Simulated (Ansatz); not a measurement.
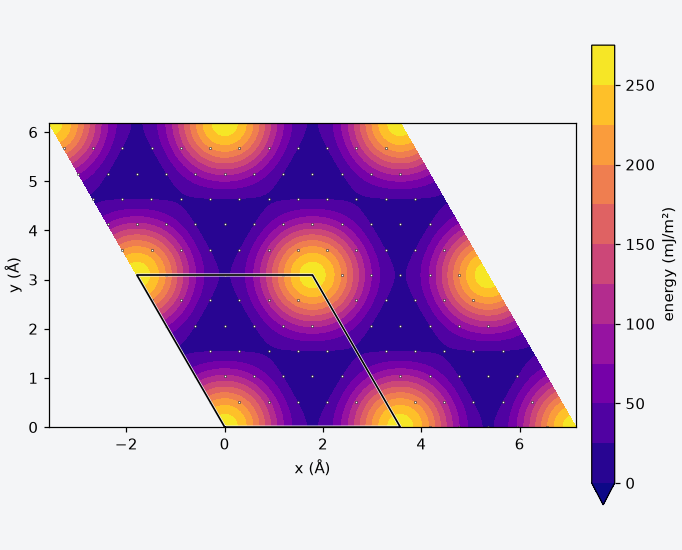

A bilayer of two As sheets, the upper one turned by 180 degrees about the normal (4 atoms in the cell). The upper layer of a bilayer is slid over the lower one; relaxed at each slide: nothing; the origin of the map has As3 above As2; the distance between the facing planes is held at 3.27 Å. Places are given modulo a cell vector. The map is drawn in real space over the plane of the slide. The grid has 6 × 6 points; 7 points were computed and 29 follow by symmetry. Energies: mJ/m², counted from the lowest grid point. At a held distance the lowest stacking need not be the one that binds best once the distance relaxes. These are results of DFT PBE+D3(BJ), scalar-relativistic, plane waves, PAW in Ansatz, not measurements. Settings: cutoff 420 eV, k-mesh 9×9×1, gaussian smearing 0.05 eV, no spin polarisation.

Drawn: filled contours, dots at the grid points, the outline of one cell of the 2 × 2 shown. Between grid points the surface is interpolated.

The lowest grid point is at (2/6, 4/6) of the cell vectors; the map holds 2 wells of about this depth. The highest grid point, (0/6, 0/6) of the cell vectors, lies 264 mJ/m² above the lowest. On the interpolated surface the easiest way out of the lowest well to a well of about the same depth near (4/6, 2/6) of the cell vectors passes a barrier of about 23 mJ/m². Facing atoms of the upper layer at the lowest point: As above a hollow; at the highest: As above As.

The upper layer is now not turned; all else is set up alike.

Question: How does the landscape change?

Answer: The equal wells of the first map split: (4/6, 2/6) of the cell vectors is now the lowest, and (2/6, 4/6) of the cell vectors lies 26 mJ/m² higher. The span from the lowest to the highest grid point shrinks from 264 to 224 mJ/m². The easiest pass out of the lowest well goes from about 23 to about 34 mJ/m² on the interpolated surfaces. In the new map: facing atoms of the upper layer at the lowest point: As above As of a deeper plane; at the highest: As above As.

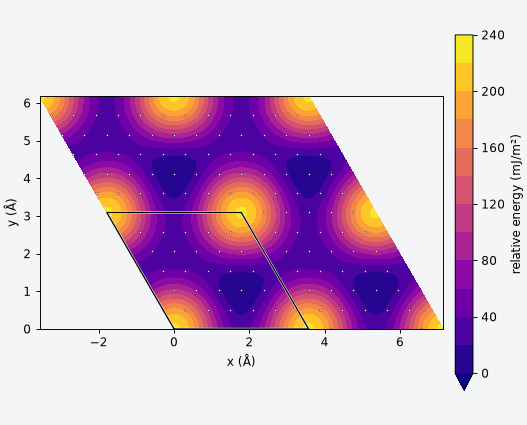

The map after the change, on a colour scale of its own. Drawn: filled contours, dots at the grid points, the outline of one cell of the 2 × 2 shown. Between grid points the surface is interpolated.
